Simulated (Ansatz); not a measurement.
## Run report: MgO, molecular dynamics (part 4 of 5)

MgO (Fm-3m, 16 atoms in the cell); DFT LDA, scalar-relativistic, plane waves, PAW, no spin polarisation (Ansatz 0.2.0); cutoff 420 eV, 2×2×2 k-mesh, Fermi–Dirac smearing of 0.05 eV. The structure derives from an entry of the Crystallography Open Database. It belongs to a series of runs on one base structure; here: dynamics from the start.

Geometry of the input (Å; fractional positions):
```
0.0000  3.8220  3.8220
3.8220  0.0000  3.8220
3.8220  3.8220  0.0000
Mg 0.0000  0.0000  0.0000
O  0.2500  0.2500  0.2500
Mg 0.0000  0.0000  0.5000
O  0.2500  0.2500  0.7500
Mg 0.0000  0.5000  0.0000
O  0.2500  0.7500  0.2500
Mg 0.0000  0.5000  0.5000
O  0.2500  0.7500  0.7500
Mg 0.5000  0.0000  0.0000
O  0.7500  0.2500  0.2500
Mg 0.5000  0.0000  0.5000
O  0.7500  0.2500  0.7500
Mg 0.5000  0.5000  0.0000
O  0.7500  0.7500  0.2500
Mg 0.5000  0.5000  0.5000
O  0.7500  0.7500  0.7500
```

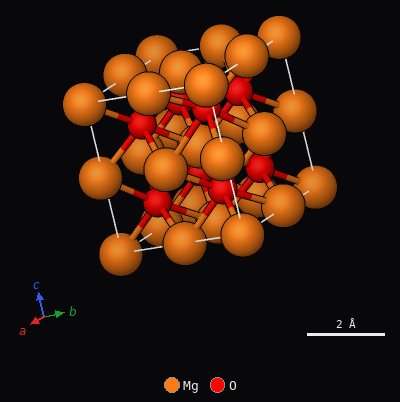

The geometry at step 120 of the log (ball-and-stick view of the cell of the calculation, seen slightly off an axis).

Trajectory as extended XYZ, continued
```
16
Lattice="0.0000 3.8220 3.8220 3.8220 0.0000 3.8220 3.8220 3.8220 0.0000" Properties=species:S:1:pos:R:3:forces:R:3 step=93 time_fs=93.0 energy=-19673.15572 temperature=935.0
Mg    0.0513    0.0070   -0.0226   -0.7047   0.1913   1.2914
O     1.8717    1.9571    1.9624    0.0293  -1.4084  -1.7621
Mg    1.9002    1.8202    0.0193    0.5656   0.9741   0.2961
O     3.8075    3.7968    1.8810   -0.1583   2.2128  -0.1832
Mg    1.9145    0.0726    1.9377    0.0562  -1.2479  -0.5920
O     3.8725    1.9420    3.7696   -1.0507  -1.1859   1.7133
Mg    3.8415    1.9971    1.8598   -0.6171  -1.9020   1.4332
O     5.7062    3.7729    3.7995    1.3337   0.7467   0.1743
Mg   -0.1029    1.9306    2.0131    1.0020  -0.4055  -1.7033
O     1.9891    3.7503    3.8151   -0.9588   1.6754   0.4398
Mg    1.8264    3.7705    1.8269    1.6574   1.6620   1.0621
O     3.8725    5.7107    3.8886   -0.8564   0.0078  -1.5405
Mg    1.9676    1.9405    3.7720   -0.1926  -1.5693   2.0914
O     3.8320    3.8567    5.8180   -1.2313  -0.3529  -2.1313
Mg    3.8557    3.7925    3.7785   -0.3652   0.5692   0.9386
O     5.6755    5.7240    5.7987    1.4909   0.0328  -1.5278
16
Lattice="0.0000 3.8220 3.8220 3.8220 0.0000 3.8220 3.8220 3.8220 0.0000" Properties=species:S:1:pos:R:3:forces:R:3 step=97 time_fs=97.0 energy=-19672.73207 temperature=725.7
Mg    0.0314    0.0125   -0.0194   -0.1981   0.1420   1.3298
O     1.8894    1.9581    1.9750    0.0506  -1.3614  -2.3458
Mg    1.8781    1.8434   -0.0118    1.0319   0.5476   1.5552
O     3.8001    3.7943    1.8293    0.0108   2.0749   1.0390
Mg    1.9237    0.0527    1.9596   -0.1158  -0.5868  -1.4774
O     3.8479    1.9805    3.7687   -0.4902  -2.4172   1.8556
Mg    3.8961    1.9802    1.8678   -3.0939  -1.3480   0.3627
O     5.7105    3.7976    3.7740    0.7604   0.4078   1.0980
Mg   -0.0720    1.9360    2.0132    0.2892  -0.9650  -1.8721
O     2.0165    3.7688    3.8398   -1.9991   1.3428   0.3060
Mg    1.8127    3.7815    1.8328    2.7228   0.9254   0.7691
O     3.8401    5.7058    3.8531   -0.2965  -0.0295  -0.3693
Mg    1.9716    1.9472    3.7701   -0.7974  -1.3601   2.1040
O     3.8605    3.8393    5.8390   -2.1109  -0.1463  -2.4560
Mg    3.8360    3.7641    3.8010    0.3059   2.0927   0.1706
O     5.6270    5.6863    5.8105    3.9301   0.6811  -2.0695
16
Lattice="0.0000 3.8220 3.8220 3.8220 0.0000 3.8220 3.8220 3.8220 0.0000" Properties=species:S:1:pos:R:3:forces:R:3 step=101 time_fs=101.0 energy=-19672.46273 temperature=594.3
Mg    0.0101    0.0187   -0.0081    0.2969  -0.0636   0.5194
O     1.9076    1.9464    1.9656    0.0867  -0.8331  -2.0175
Mg    1.8623    1.8703   -0.0334    1.2609   0.2262   2.2267
O     3.7928    3.8113    1.7876    0.2654   1.1167   2.3287
Mg    1.9323    0.0289    1.9723   -0.3513  -0.0445  -2.0760
O     3.8185    1.9964    3.7853    0.2942  -2.9204   1.3814
Mg    3.9315    1.9549    1.8782   -4.9868  -0.4687  -0.4254
O     5.7221    3.8261    3.7589   -0.0139  -0.0918   1.6969
Mg   -0.0390    1.9355    2.0015    0.0059  -1.2356  -1.8681
O     2.0249    3.8001    3.8674   -2.6412   0.5397  -0.1331
Mg    1.8159    3.7983    1.8437    3.0690  -0.0893   0.6659
O     3.8048    5.7007    3.8138    0.3830   0.0909   0.7977
Mg    1.9705    1.9455    3.7812   -1.3622  -0.7890   1.4800
O     3.8693    3.8205    5.8368   -2.1486   0.1121  -2.1279
Mg    3.8180    3.7486    3.8247    0.8556   3.0705  -0.3971
O     5.6152    5.6551    5.8028    4.9866   1.3801  -2.0517
16
Lattice="0.0000 3.8220 3.8220 3.8220 0.0000 3.8220 3.8220 3.8220 0.0000" Properties=species:S:1:pos:R:3:forces:R:3 step=105 time_fs=105.0 energy=-19672.75339 temperature=750.2
Mg   -0.0094    0.0246    0.0064    0.7324  -0.3634  -0.6164
O     1.9268    1.9266    1.9372    0.0851  -0.1177  -1.0295
Mg    1.8544    1.8988   -0.0414    1.2091  -0.0047   2.0845
O     3.7881    3.8389    1.7679    0.5597  -0.1674   3.3296
Mg    1.9386    0.0046    1.9722   -0.6003   0.2863  -1.9908
O     3.7918    1.9850    3.8149    1.0010  -2.2404   0.4254
Mg    3.9365    1.9264    1.8863   -4.6722   0.1975  -0.6325
O     5.7336    3.8539    3.7595   -0.7125  -0.6495   1.6305
Mg   -0.0056    1.9273    1.9781   -0.0915  -1.1153  -1.4880
O     2.0085    3.8367    3.8937   -2.5678  -0.4047  -0.8275
Mg    1.8382    3.8146    1.8590    2.4699  -1.0024   0.7379
O     3.7730    5.6966    3.7816    1.0409   0.3367   1.4955
Mg    1.9609    1.9389    3.8017   -1.6609  -0.1122   0.5016
O     3.8581    3.8027    5.8144   -1.2687   0.3917  -1.3481
Mg    3.8051    3.7519    3.8461    0.9311   2.9017  -0.8453
O     5.6496    5.6370    5.7756    3.5447   2.0637  -1.4269
16
Lattice="0.0000 3.8220 3.8220 3.8220 0.0000 3.8220 3.8220 3.8220 0.0000" Properties=species:S:1:pos:R:3:forces:R:3 step=109 time_fs=109.0 energy=-19673.24598 temperature=1012.9
Mg   -0.0245    0.0282    0.0174    0.9636  -0.6806  -1.2407
O     1.9468    1.9056    1.8989   -0.0418   0.5167   0.1929
Mg    1.8540    1.9274   -0.0365    0.9541  -0.1978   1.2620
O     3.7888    3.8651    1.7797    0.8304  -1.4296   3.4743
Mg    1.9411   -0.0180    1.9598   -0.8074   0.4411  -1.2415
O     3.7744    1.9526    3.8487    1.3413  -0.7644  -0.8018
Mg    3.9126    1.8988    1.8906   -2.8001   0.5801  -0.4486
O     5.7385    3.8756    3.7754   -1.1053  -1.1338   0.9881
Mg    0.0274    1.9121    1.9452   -0.1341  -0.5845  -0.6442
O     1.9676    3.8697    3.9120   -1.8093  -1.1751  -1.6063
Mg    1.8760    3.8250    1.8792    1.2688  -1.3819   0.8288
O     3.7510    5.6958    3.7633    1.5363   0.6355   1.6011
Mg    1.9408    1.9314    3.8254   -1.5125   0.4551  -0.5127
O     3.8349    3.7885    5.7790    0.0071   0.5963  -0.3716
Mg    3.7979    3.7733    3.8623    0.5737   1.8385  -1.2351
O     5.7175    5.6384    5.7350    0.7354   2.2844  -0.2447
16
Lattice="0.0000 3.8220 3.8220 3.8220 0.0000 3.8220 3.8220 3.8220 0.0000" Properties=species:S:1:pos:R:3:forces:R:3 step=112 time_fs=112.0 energy=-19673.41648 temperature=1109.9
Mg   -0.0319    0.0281    0.0207    0.9074  -0.8626  -1.1998
O     1.9616    1.8926    1.8705   -0.2689   0.8217   1.0569
Mg    1.8578    1.9482   -0.0272    0.7033  -0.3515   0.4283
O     3.7944    3.8765    1.8104    0.9656  -2.1703   2.9177
Mg    1.9397   -0.0334    1.9449   -0.8721   0.5118  -0.5131
O     3.7695    1.9224    3.8697    1.2888   0.3530  -1.7359
Mg    3.8822    1.8802    1.8919   -1.2977   0.7697  -0.1828
O     5.7355    3.8850    3.7941   -1.1088  -1.3356   0.4014
Mg    0.0517    1.8981    1.9175   -0.1672  -0.0096   0.1624
O     1.9249    3.8875    3.9161   -0.9614  -1.4982  -2.0535
Mg    1.9102    3.8272    1.8977    0.2724  -1.1868   0.7926
O     3.7438    5.6990    3.7595    1.7046   0.8311   1.3910
Mg    1.9194    1.9274    3.8415   -1.1053   0.7009  -1.1875
O     3.8167    3.7814    5.7494    0.8308   0.6465   0.3593
Mg    3.7949    3.7975    3.8694    0.2248   0.8653  -1.4608
O     5.7749    5.6538    5.7021   -1.1162   1.9146   0.8238
16
Lattice="0.0000 3.8220 3.8220 3.8220 0.0000 3.8220 3.8220 3.8220 0.0000" Properties=species:S:1:pos:R:3:forces:R:3 step=116 time_fs=116.0 energy=-19673.32379 temperature=1075.2
Mg   -0.0371    0.0233    0.0187    0.4646  -0.9231  -0.8108
O     1.9788    1.8822    1.8420   -0.7614   0.9206   1.9080
Mg    1.8666    1.9740   -0.0129    0.3650  -0.6124  -0.6542
O     3.8100    3.8732    1.8751    0.9553  -2.5316   1.5927
Mg    1.9331   -0.0510    1.9226   -0.7372   0.6577   0.2888
O     3.7735    1.8856    3.8826    0.8947   1.3890  -2.6295
Mg    3.8350    1.8598    1.8929    0.4463   0.9140   0.2576
O     5.7224    3.8865    3.8221   -0.7159  -1.2458  -0.1960
Mg    0.0832    1.8796    1.8817   -0.3124   0.6897   1.1045
O     1.8606    3.8989    3.9042    0.3554  -1.5209  -2.1497
Mg    1.9571    3.8239    1.9269   -0.9255  -0.4912   0.4766
O     3.7485    5.7104    3.7659    1.5374   0.9481   0.9340
Mg    1.8849    1.9259    3.8562   -0.2922   0.6950  -1.7904
O     3.7996    3.7773    5.7133    1.4506   0.5796   1.1373
Mg    3.7921    3.8342    3.8709   -0.1236  -0.3129  -1.5074
O     5.8416    5.6896    5.6660   -2.6011   0.8444   2.0387
16
Lattice="0.0000 3.8220 3.8220 3.8220 0.0000 3.8220 3.8220 3.8220 0.0000" Properties=species:S:1:pos:R:3:forces:R:3 step=120 time_fs=120.0 energy=-19673.06019 temperature=951.2
Mg   -0.0395    0.0127    0.0116   -0.2999  -0.6615  -0.4639
O     1.9887    1.8804    1.8314   -1.3293   0.6959   2.1804
Mg    1.8778    1.9960   -0.0026    0.0775  -0.9563  -1.4043
O     3.8347    3.8462    1.9554    0.6245  -1.9593  -0.1004
Mg    1.9219   -0.0644    1.9017   -0.3136   0.9484   0.6949
O     3.7860    1.8615    3.8707    0.3236   1.7509  -2.6373
Mg    3.7902    1.8449    1.8955    1.9025   0.9090   0.6569
O     5.7026    3.8763    3.8486   -0.0134  -0.7233  -0.4614
Mg    0.1129    1.8652    1.8524   -0.7350   1.0180   1.5182
O     1.7994    3.8959    3.8720    1.7347  -1.1454  -1.4667
Mg    1.9985    3.8176    1.9590   -1.8009   0.2869  -0.2028
O     3.7677    5.7308    3.7813    0.8686   0.7624   0.4562
Mg    1.8485    1.9287    3.8600    0.7241   0.3505  -1.7931
O     3.7961    3.7788    5.6877    1.4658   0.4162   1.4884
Mg    3.7886    3.8692    3.8631   -0.2746  -1.1927  -0.9786
O     5.8843    5.7337    5.6488   -2.9543  -0.4997   2.5135
16
Lattice="0.0000 3.8220 3.8220 3.8220 0.0000 3.8220 3.8220 3.8220 0.0000" Properties=species:S:1:pos:R:3:forces:R:3 step=124 time_fs=124.0 energy=-19672.70114 temperature=776.2
Mg   -0.0439   -0.0020    0.0013   -1.0081  -0.0401  -0.2672
O     1.9860    1.8852    1.8413   -1.5776   0.2862   1.7870
Mg    1.8896    2.0120   -0.0009   -0.1382  -1.3319  -1.6073
O     3.8654    3.8005    2.0350   -0.0280  -0.7412  -2.0564
Mg    1.9088   -0.0718    1.8850    0.2981   1.3248   0.7581
O     3.8018    1.8538    3.8341   -0.2228   1.5279  -1.5662
Mg    3.7570    1.8357    1.9021    2.8810   0.7764   0.7829
O     5.6826    3.8592    3.8710    0.7275   0.0521  -0.4708
Mg    0.1378    1.8570    1.8324   -1.4637   1.0144   1.3368
O     1.7544    3.8819    3.8260    2.8380  -0.5396  -0.0998
Mg    2.0289    3.8129    1.9899   -2.2169   0.8423  -1.2048
O     3.7951    5.7584    3.8013   -0.1963   0.1763   0.0697
Mg    1.8166    1.9336    3.8526    1.8652  -0.1328  -1.1847
O     3.8064    3.7842    5.6760    1.0144   0.2040   1.3589
Mg    3.7834    3.8971    3.8493   -0.2779  -1.6742   0.2521
O     5.8994    5.7732    5.6551   -2.4948  -1.7448   2.1116
16
Lattice="0.0000 3.8220 3.8220 3.8220 0.0000 3.8220 3.8220 3.8220 0.0000" Properties=species:S:1:pos:R:3:forces:R:3 step=128 time_fs=128.0 energy=-19672.24771 temperature=550.9
Mg   -0.0543   -0.0170   -0.0107   -1.1364   0.7829  -0.1139
O     1.9685    1.8927    1.8682   -1.1201  -0.1472   0.9075
Mg    1.9007    2.0197   -0.0091   -0.3093  -1.6083  -1.2456
O     3.8959    3.7474    2.0952   -0.8062   0.6094  -3.8588
Mg    1.8974   -0.0709    1.8729    0.9007   1.5184   0.6467
O     3.8157    1.8605    3.7828   -0.6005   0.9429   0.2596
Mg    3.7416    1.8314    1.9136    3.0786   0.5966   0.4231
O     5.6692    3.8425    3.8890    1.2235   0.7652  -0.3925
Mg    0.1535    1.8552    1.8206   -2.2859   0.8925   0.8755
O     1.7360    3.8627    3.7789    3.1760   0.1016   1.5927
Mg    2.0455    3.8134    2.0132   -2.1626   1.0548  -2.3488
O     3.8207    5.7877    3.8223   -1.2825  -0.7048  -0.1850
Mg    1.7962    1.9378    3.8378    2.8347  -0.5429  -0.3037
O     3.8263    3.7917    5.6771    0.3248  -0.0350   0.9261
Mg    3.7764    3.9147    3.8372   -0.1822  -1.7455   1.6654
O     5.8906    5.7965    5.6815   -1.6527  -2.4806   1.1516
16
Lattice="0.0000 3.8220 3.8220 3.8220 0.0000 3.8220 3.8220 3.8220 0.0000" Properties=species:S:1:pos:R:3:forces:R:3 step=132 time_fs=132.0 energy=-19671.95266 temperature=405.3
Mg   -0.0717   -0.0271   -0.0235   -0.5007   1.4427   0.1040
O     1.9406    1.8990    1.9039   -0.1063  -0.4653  -0.1540
Mg    1.9098    2.0173   -0.0250   -0.4724  -1.6337  -0.4443
O     3.9189    3.6998    2.1193   -1.4444   1.8445  -4.5903
Mg    1.8916   -0.0606    1.8649    1.2795   1.2645   0.5295
O     3.8240    1.8764    3.7337   -0.7573   0.2815   2.2433
Mg    3.7453    1.8308    1.9275    2.5502   0.4373  -0.4001
O     5.6673    3.8328    3.9033    1.2790   1.1108  -0.4029
Mg    0.1549    1.8590    1.8143   -2.8641   0.7167   0.5084
O     1.7476    3.8442    3.7468    2.6576   0.5916   2.9845
Mg    2.0487    3.8204    2.0219   -1.8230   0.8995  -3.1514
O     3.8345    5.8104    3.8416   -1.8093  -1.5289  -0.3494
Mg    1.7935    1.9387    3.8209    3.1154  -0.7329   0.5231
O     3.8496    3.7988    5.6872   -0.3724  -0.2661   0.4609
Mg    3.7683    3.9214    3.8351    0.0469  -1.5955   2.1642
O     5.8659    5.7966    5.7191   -0.7786  -2.3665  -0.0254
16
Lattice="0.0000 3.8220 3.8220 3.8220 0.0000 3.8220 3.8220 3.8220 0.0000" Properties=species:S:1:pos:R:3:forces:R:3 step=136 time_fs=136.0 energy=-19672.12753 temperature=500.9
Mg   -0.0922   -0.0284   -0.0357    0.5896   1.5591   0.4435
O     1.9114    1.9010    1.9384    0.8196  -0.5501  -1.1172
Mg    1.9160    2.0047   -0.0438   -0.6157  -1.3492   0.6224
O     3.9283    3.6696    2.1003   -1.7570   2.8169  -3.8790
Mg    1.8938   -0.0424    1.8602    1.2520   0.6413   0.5439
O     3.8251    1.8952    3.7055   -0.7151  -0.1917   3.5928
Mg    3.7652    1.8331    1.9390    1.6958   0.3485  -1.2275
O     5.6774    3.8333    3.9137    0.8516   0.9571  -0.6208
Mg    0.1384    1.8674    1.8114   -2.8559   0.4424   0.4415
O     1.7847    3.8311    3.7425    1.7057   0.8000   3.2471
Mg    2.0403    3.8330    2.0110   -1.4451   0.3708  -2.9138
O     3.8316    5.8187    3.8576   -1.4858  -1.8975  -0.5288
Mg    1.8101    1.9350    3.8071    2.4675  -0.6190   1.1322
O     3.8695    3.8035    5.7019   -0.8938  -0.4262   0.1553
Mg    3.7605    3.9179    3.8461    0.4608  -1.4310   1.3095
O     5.8333    5.7744    5.7566   -0.0744  -1.4713  -1.2010
16
Lattice="0.0000 3.8220 3.8220 3.8220 0.0000 3.8220 3.8220 3.8220 0.0000" Properties=species:S:1:pos:R:3:forces:R:3 step=140 time_fs=140.0 energy=-19672.69630 temperature=802.0
Mg   -0.1090   -0.0200   -0.0450    1.7071   1.0476   0.8654
O     1.8895    1.8979    1.9626    1.1884  -0.3387  -1.7253
Mg    1.9183    1.9835   -0.0587   -0.6860  -0.8520   1.6583
O     3.9211    3.6660    2.0442   -1.6283   3.1527  -2.3930
Mg    1.9036   -0.0199    1.8591    0.7669  -0.0190   0.7436
O     3.8195    1.9126    3.7108   -0.4763  -0.3803   3.5235
Mg    3.7960    1.8377    1.9431    0.8091   0.4431  -1.4101
O     5.6956    3.8429    3.9179    0.0832   0.4105  -1.0424
Mg    0.1039    1.8785    1.8115   -2.1193   0.0628   0.7241
O     1.8384    3.8255    3.7685    0.6080   0.6996   2.1483
Mg    2.0226    3.8479    1.9821   -1.0759  -0.5084  -1.5546
O     3.8146    5.8093    3.8686   -0.6162  -1.6543  -0.7762
Mg    1.8422    1.9275    3.8002    1.2196  -0.2202   1.3763
O     3.8811    3.8042    5.7184   -1.1376  -0.4465   0.0512
Mg    3.7557    3.9053    3.8652    0.9980  -1.2058  -0.1384
O     5.7995    5.7380    5.7830    0.3594  -0.1909  -2.0508
16
Lattice="0.0000 3.8220 3.8220 3.8220 0.0000 3.8220 3.8220 3.8220 0.0000" Properties=species:S:1:pos:R:3:forces:R:3 step=143 time_fs=143.0 energy=-19673.11991 temperature=1029.2
Mg   -0.1150   -0.0092   -0.0486    2.3445   0.4210   1.1338
O     1.8802    1.8933    1.9703    1.1305  -0.0057  -1.8202
Mg    1.9173    1.9637   -0.0635   -0.6688  -0.4451   2.1538
O     3.9053    3.6830    1.9858   -1.2555   2.8192  -1.1870
Mg    1.9145   -0.0028    1.8613    0.1988  -0.3946   0.9871
O     3.8122    1.9233    3.7371   -0.1410  -0.3962   2.4987
Mg    3.8229    1.8430    1.9404    0.1295   0.6720  -1.0746
O     5.7102    3.8530    3.9147   -0.5360  -0.1157  -1.4083
Mg    0.0687    1.8874    1.8145   -1.2183  -0.2452   1.1309
O     1.8833    3.8257    3.8023   -0.2920   0.4540   0.8429
Mg    2.0046    3.8573    1.9534   -0.7619  -1.2891  -0.2910
O     3.7975    5.7915    3.8721    0.0982  -1.1685  -0.9615
Mg    1.8720    1.9208    3.8007    0.1848   0.1864   1.2340
O     3.8828    3.8019    5.7312   -1.1228  -0.3425   0.0548
Mg    3.7560    3.8908    3.8796    1.4091  -0.9298  -1.0817
O     5.7761    5.7087    5.7905    0.5010   0.7799  -2.2116
16
Lattice="0.0000 3.8220 3.8220 3.8220 0.0000 3.8220 3.8220 3.8220 0.0000" Properties=species:S:1:pos:R:3:forces:R:3 step=147 time_fs=147.0 energy=-19673.37168 temperature=1174.4
Mg   -0.1099    0.0072   -0.0471    2.6946  -0.4054   1.2068
O     1.8771    1.8875    1.9656    0.8765   0.5496  -1.4496
Mg    1.9122    1.9349   -0.0579   -0.5494   0.0362   2.2107
O     3.8740    3.7286    1.8986   -0.5351   1.7141   0.4068
Mg    1.9297    0.0179    1.8700   -0.5879  -0.6967   1.3074
O     3.8016    1.9345    3.7918    0.4721  -0.3699   0.4712
Mg    3.8592    1.8540    1.9311   -0.8552   1.0373  -0.4715
O     5.7249    3.8651    3.8982   -1.1179  -0.7751  -1.7475
Mg    0.0155    1.8977    1.8252    0.1017  -0.5639   1.7942
O     1.9403    3.8294    3.8536   -1.4579  -0.0027  -0.8670
Mg    1.9764    3.8623    1.9137   -0.3341  -2.1623   1.0307
O     3.7758    5.7585    3.8686    0.8831  -0.3628  -1.0855
Mg    1.9124    1.9131    3.8079   -1.0680   0.7013   0.6441
O     3.8758    3.7962    5.7489   -0.8643  -0.0495   0.0546
Mg    3.7645    3.8663    3.8927    1.8158  -0.4369  -1.8392
O     5.7488    5.6767    5.7824    0.5259   1.7868  -1.6663
```
